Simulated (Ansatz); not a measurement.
Geometry optimisation.

```
crystal:
  lattice:
    - [0.0, 1.704724, 1.704724]
    - [1.704724, 0.0, 1.704724]
    - [1.704724, 1.704724, 0.0]
  atoms:
    - { symbol: Ni, position: [0.0, 0.0, 0.0] }
  symmetry: { detect: false }
kpoints:
  mp_grid: { grid: [9, 9, 9], shift: [0, 0, 0] }
magnetization:
  spin_polarized: false
scf:
  occupations: { method: cold, width: 0.0173 }
hamiltonian:
  pseudopotentials: { kind: paw }
  xc: r2scan
basis:
  ecutwfc: 500
output:
  forces: true
  stress: true
  eigenvalues: true
  write_density: true
  write_potential: true
  elf: true
  volumetric_format: npy
relax:
  max_steps: 40
  cell: {}
```

Launched with:
```bash
ansatz run input.yaml --threads 1 --pin off --max-ram 2560MiB --backend cpu --events-out ev --progress --plain --runs-dir out
```

How does the optimisation go?

Answer. The optimisation met its thresholds at geometry 4, counting the start as the first. The energy fell by about 15 meV/atom from the first step to the last. All forces vanish by symmetry, so only the cell moves. The volume grows from 9.91 to 10.36 Å³ per atom (+4.6 %), as the pressure goes from 12 GPa to about 0 GPa.

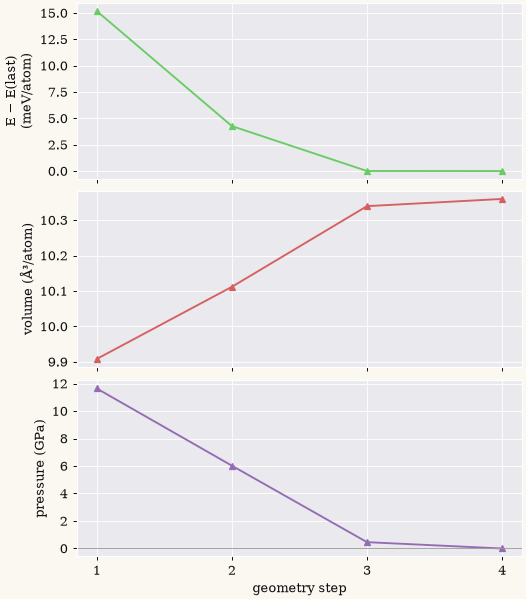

History of the run, step by step. Atoms and cell relax. A closing SCF on a freshly chosen basis isn't drawn.
